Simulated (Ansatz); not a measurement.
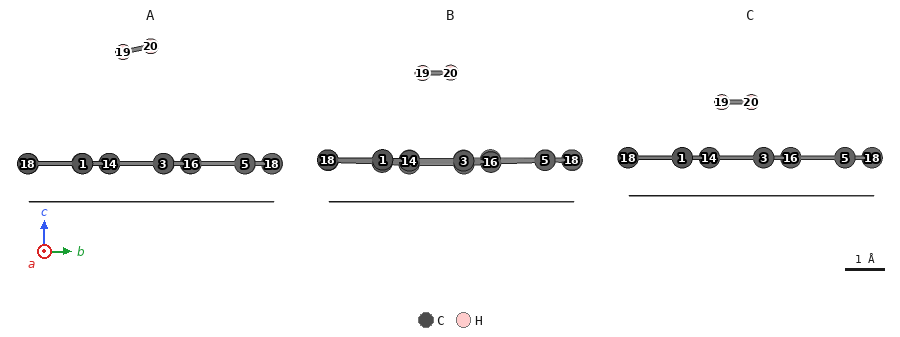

3 geometries from one relaxation of a slab of composition HC9, in shuffled order. Style: ball-and-stick. Shown: the cell of the calculation, outlined in the plane, without the vacuum (origin shifted), along the a axis.

It is H2 on graphene monolayer, set down by a guess. The run prepares the start of a later molecular dynamics calculation, from a guessed geometry.

These are results of Ansatz, DFT r2SCAN-D3(BJ), scalar-relativistic, plane waves, PAW, not measurements. (plane-wave cutoff 500 eV; k-point mesh 2 × 2 × 1; occupations fermi dirac; smearing width 0.05 eV; no spin polarisation; atoms relaxed in a fixed cell; force threshold 0.08 eV/Å; at most 25 steps)

> Order the frames from highest to lowest energy.

C, B, A. They are steps 0, 4, 9, at +2.979 eV per cell of the calculation, +0.172 eV per cell of the calculation relative to the last. The energy falls by 2.979 eV per cell of the calculation in 9 geometry steps. Largest force component: 3.6 eV/Å at the start, 0.079 eV/Å at the end. An H atom moves most relative to the layer's centre: 1.52 Å at 15° to the normal (+c side). By element the largest moves are H 1.52 Å, C 0.16 Å. The cell doesn't change. Among the contacts that change: H–H 0.780 → 0.744 Å, C–C 1.424 → 1.439 Å, C–C 1.424 → 1.415 Å.

Limits of the set-up: the program's low-accuracy preset was used; the periodic images lie only 7.4 Å apart, so the values are limited by the cell's size.
